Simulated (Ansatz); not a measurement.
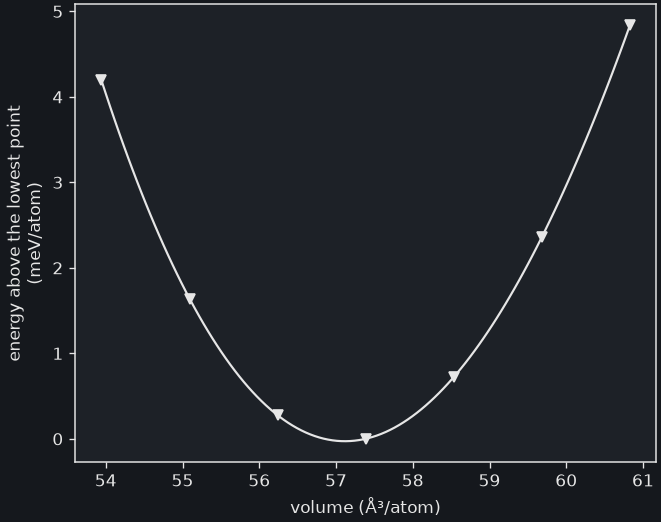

The picture above shows the energy above the lowest point against volume for Sr, space group Pm-3m (No. 221) (one of a set of cubic test structures, which need not be the stable phase).

Calculation (Ansatz 0.2.0 development build): equation of state of a cubic crystal from periodic Kohn-Sham density functional theory without spin, third-order Birch-Murnaghan fit to the free energies; pressure corrected for the finite basis. Level: PBE.

- structure type: simple cubic
- atoms in cell: 1
- space group number: 221
- lattice centring: simple cubic
- k mesh: 28×28×28
- occupation method: Fermi–Dirac
- occupation width: 0.06123 eV
- wave cutoff: 420 eV
- datasets: soft-1 PAW
- density tolerance: 1e−07 eV
- bands: 9
- density cutoff ratio: 4
- search for lower states: default

From this curve and the settings, what does the calculation give for the pressure at the same points?

The pressure falls from 0.44 GPa at volume 53.94 Å³/atom to −0.40 GPa at 60.83 Å³/atom, and changes sign near 57.1 Å³/atom.

```csv
volume (Å³/atom),pressure (GPa)
53.94,0.44
55.09,0.27
56.24,0.11
57.39,-0.03
58.53,-0.17
59.68,-0.29
60.83,-0.40
```

Keep in mind: cubic model structure, not the ambient form.
